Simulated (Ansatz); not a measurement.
## Electronic structure of Cu10N (slab) in real space

Input

```
crystal:
  lattice:
    - [3.6732238829, 0.0, 0.0]
    - [0.0, 3.6732238829, 0.0]
    - [0.0, 0.0, 26.3464477657]
  atoms:
    - { symbol: Cu, position: [0.0, 0.5, 0.322624138] }
    - { symbol: Cu, position: [0.5, 0.0, 0.322624138] }
    - { symbol: Cu, position: [0.5, 0.5, 0.3923341785] }
    - { symbol: Cu, position: [0.0, 0.0, 0.3923341785] }
    - { symbol: Cu, position: [0.0, 0.5, 0.4617071309] }
    - { symbol: Cu, position: [0.5, 0.0, 0.4617071309] }
    - { symbol: Cu, position: [0.5, 0.5, 0.531291461] }
    - { symbol: Cu, position: [0.0, 0.0, 0.531291461] }
    - { symbol: Cu, position: [0.0, 0.5, 0.5981591438] }
    - { symbol: Cu, position: [0.5, 0.0, 0.5981591438] }
    - { symbol: "N", position: [0.5, 0.5, 0.631560231] }
basis:
  ecutwfc: 420
kpoints:
  mp_grid: { grid: [8, 8, 1] }
hamiltonian:
  xc: rpbe
scf:
  occupations: { method: gaussian, width: 0.1 }
output:
  forces: true
  eigenvalues: true
  write_density: true
  write_potential: true
  elf: true
  volumetric_format: npy
relax:
  adjacent_minimum: "off"
  f_tol: 0.03
  max_steps: 70
  constraints: [{ sites: [0, 1, 2, 3] }]
efield:
  axis: 3
  dipole_correction: true
```

Run with:

```sh
ansatz run input.yaml --threads 2 --pin off --max-ram 5120MiB --backend cpu --events-out ev --progress --plain --runs-dir out
```

The fields are those of the relaxed geometry.

Computed without spin polarisation.

All numbers below come from Ansatz 0.2.0, DFT RPBE, scalar-relativistic, plane waves, PAW.

In a PAW calculation such maps are meaningful between the atoms, not at the nuclei.

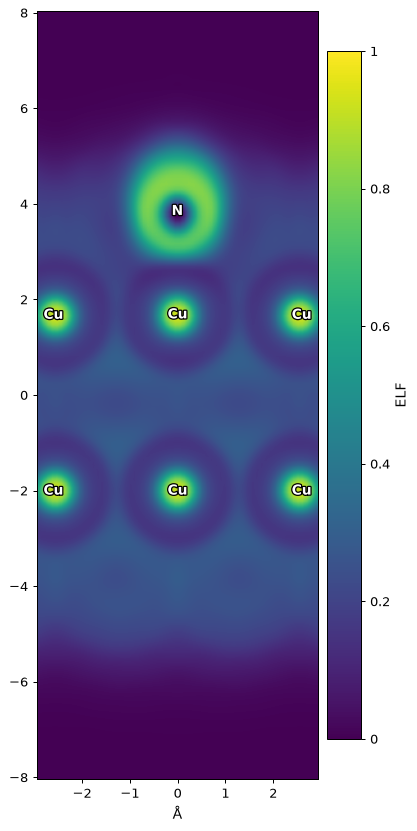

Figure 1. ELF on the (11̄0) plane of the calculation cell, a cut from vacuum to vacuum.

> Describe what can be read from this map.

The section cuts through Cu and N sites.
The features right at Cu lie inside the PAW spheres, where the map follows smoothed inner orbitals and isn't to be read closely.

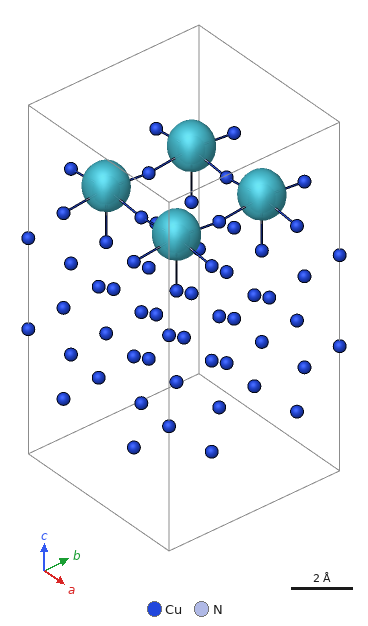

Figure 2. Isosurface of the ELF at 0.7 (cyan), seen at an oblique angle. Core shells and regions of very low density are left out. Sticks mark near contacts.

> Identify the bonds, lone pairs and shells in this picture.

The ELF exceeds this value in one region wrapped around N (its valence shell), counted in one cell of 11 atoms. Counts are for one cell; the picture repeats the cell along the surface. Along the contacts the grid gives the following. Cu–N (1.85 Å): the ELF peaks at about 0.80 in the valence shell of N, 0.6 Å from its nucleus, and is about 0.30 at the midpoint.

> Does the calculation give a band gap?

It is gapless in this calculation (a metal or semimetal).
